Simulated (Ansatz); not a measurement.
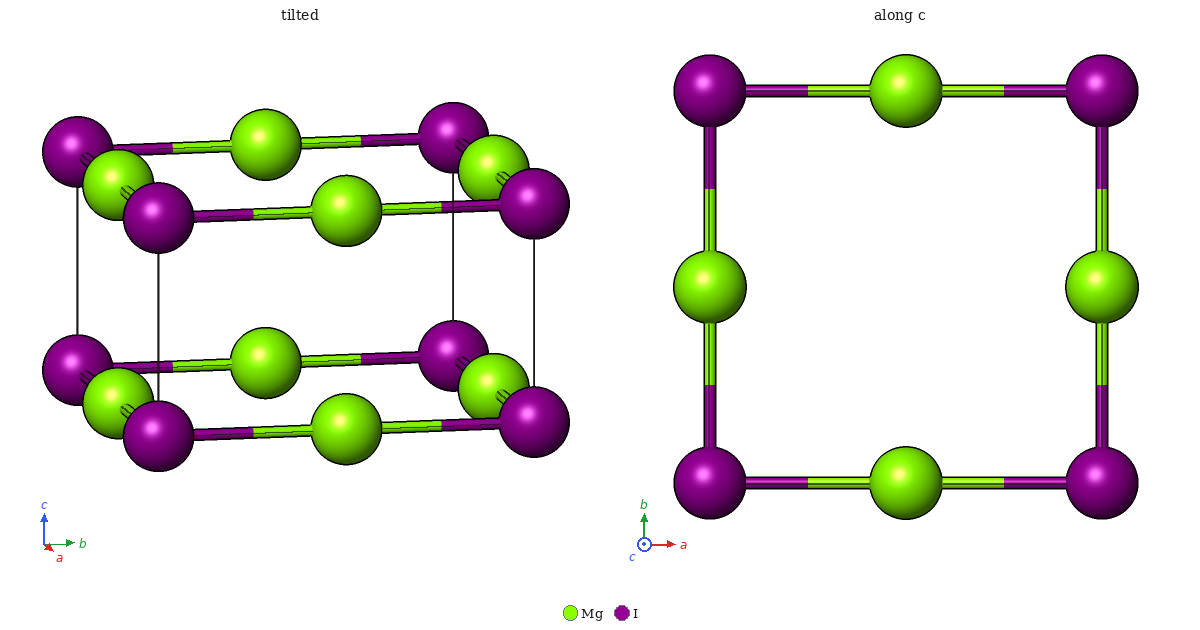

The image is a ball-and-stick drawing of a crystal, viewed slightly off an axis and along the c axis. The wireframe shows the conventional unit cell. Cell: a = 6.22 Å, b = 6.22 Å, c = 3.59 Å, α = 90.00°, β = 90.00°, γ = 90.00°.

The structure was taken from a random cell made by a generator, so it need not be a real form of the compound. Earlier steps of the study may have refined or changed the cell and positions. It was run through Ansatz as a DFT input.

What can be read from this drawing?

Answer. It has the composition Mg$_{2}$I. Space group P4/mmm (No. 123), lattice primitive tetragonal. Counting shared atoms by their share gives 2 Mg, 1 I, or 3 atoms. The Mg atoms are each bonded to two I in a linear arrangement at about 3.1 Å. Each I atom has four Mg in a square planar arrangement at about 3.1 Å around it. The bonds build Mg2I layers parallel to (001).

All computed values are from Ansatz 0.2.0, DFT PBE, scalar-relativistic, plane waves, PAW. Settings: wavefunction cutoff 420 eV, the zone sampled with 8×8×12 points, Gaussian smearing of 0.1 eV, no spin polarisation.

What is the band gap, if any?

Answer. A metal: bands cross the Fermi level.

What does a Bader analysis give?

Answer. Mg +0.53 e; I -1.06 e.

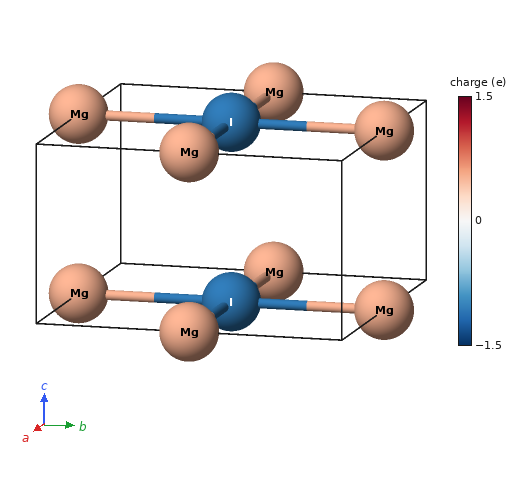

The atoms coloured by those charges. The run's cell of 3 atoms is drawn, so axes and origin can differ from the first picture.

Does the calculation find this structure at rest?

Answer. Yes. All forces vanish to within 0.01 eV/Å. The pressure is 0.0 GPa, close to zero.
